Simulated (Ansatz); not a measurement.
NbP

The calculation's input:

```
crystal:
  lattice:
    - [3.3144580917, -2.89e-08, 0.0]
    - [-1.6572290208, 2.8704049216, 0.0]
    - [0.0, 0.0, 6.722734]
  atoms:
    - { symbol: Nb, position: [0.0, 0.0, 0.0] }
    - { symbol: Nb, position: [0.0, 0.0, 0.5] }
    - { symbol: P, position: [0.3333333333, 0.6666666667, 0.25] }
    - { symbol: P, position: [0.6666666667, 0.3333333333, 0.75] }
basis:
  ecutwfc: 500
kpoints:
  mp_grid: { grid: [18, 18, 8] }
  band_path:
    path:
      - [[0.0, 0.0, 0.0], [0.5, 0.0, 0.0], [0.33333333, 0.33333333, 0.0], [0.0, 0.0, 0.0], [0.0, 0.0, 0.5], [0.5, 0.0, 0.5], [0.33333333, 0.33333333, 0.5], [0.0, 0.0, 0.5]]
      - [[0.5, 0.0, 0.5], [0.5, 0.0, 0.0]]
      - [[0.33333333, 0.33333333, 0.5], [0.33333333, 0.33333333, 0.0]]
    npoints: 14
hamiltonian:
  xc: r2scan
scf:
  occupations: { method: gaussian, width: 0.1 }
  n_extra_bands: 10
output:
  forces: true
  stress: true
  eigenvalues: true
  populations: true
  dos: { projected: true, de: 0.02, nscf_kmesh: { grid: [22, 22, 10] } }
  bader: true
  write_density: true
  write_potential: true
  elf: true
  volumetric_format: npy
```

Launched as:

```sh
ansatz run input.yaml --threads 1 --pin off --max-ram 3072MiB --backend cpu --events-out ev --progress --plain --runs-dir out
```

Below, planes, directions and counts refer to the conventional cell (a = 3.31 Å, b = 3.31 Å, c = 6.72 Å, α = 90.00°, β = 90.00°, γ = 120.00°).

Space group P6₃/mmc; a structure generated by program, which may or may not match a known phase.

All numbers below come from DFT r2SCAN, scalar-relativistic, plane waves, PAW (Ansatz 0.2.0).

The density is the valence pseudo-density of a PAW calculation; it isn't the true density close to the nuclei.

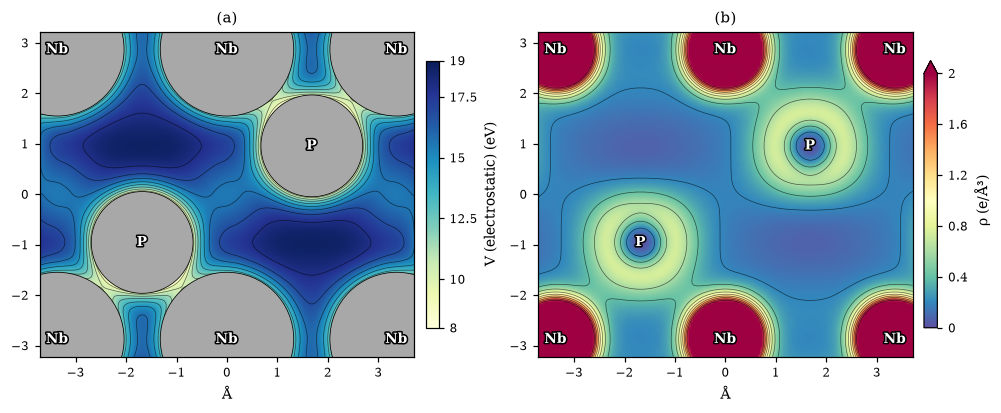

Figure 1. (a) electrostatic potential energy of an electron; (b) valence electron density on the (110) plane of the conventional cell. Grey discs cover the atomic cores in the potential map.

### What does the map show?

- Atoms in the plane: Nb and P.
- Nb–P (2.55 Å): ρ at the midpoint is about 0.43 e/Å³.
- Between the atoms the lowest density in this plane is 0.07 e/Å³.
- Outside the cores the potential energy rises away from the atoms and is highest about 1.9 Å from the nearest atoms; its zero is arbitrary.

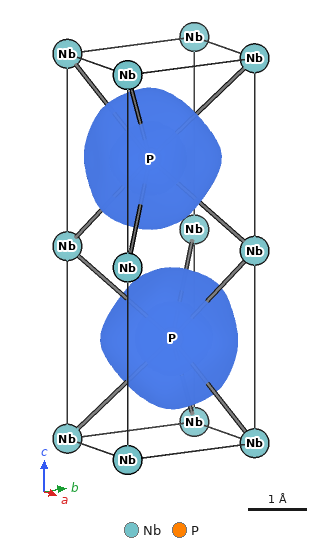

Figure 2. Isosurface of the ELF at 0.65 (blue), seen at an oblique angle. Core shells and regions of very low density are left out. Sticks mark near contacts.

### Describe the localisation domains.

At this value the surface marks out two regions wrapped around P (the valence shell of each), counted in one cell of 4 atoms. Any copies at cell faces, edges or corners count once. Profiles from the grid: Nb–P (2.55 Å): the ELF peaks at about 0.80 in the valence shell of P, 0.8 Å from its nucleus, and is about 0.35 at the midpoint.

### Metal or insulator at this level of theory?

It is metallic or semimetallic at this level of theory: no gap opens.

### Which way does charge flow, and how much by Bader's partition?

Electrons move from Nb towards P. Bader charges: Nb +1.30 and P −1.30 e.
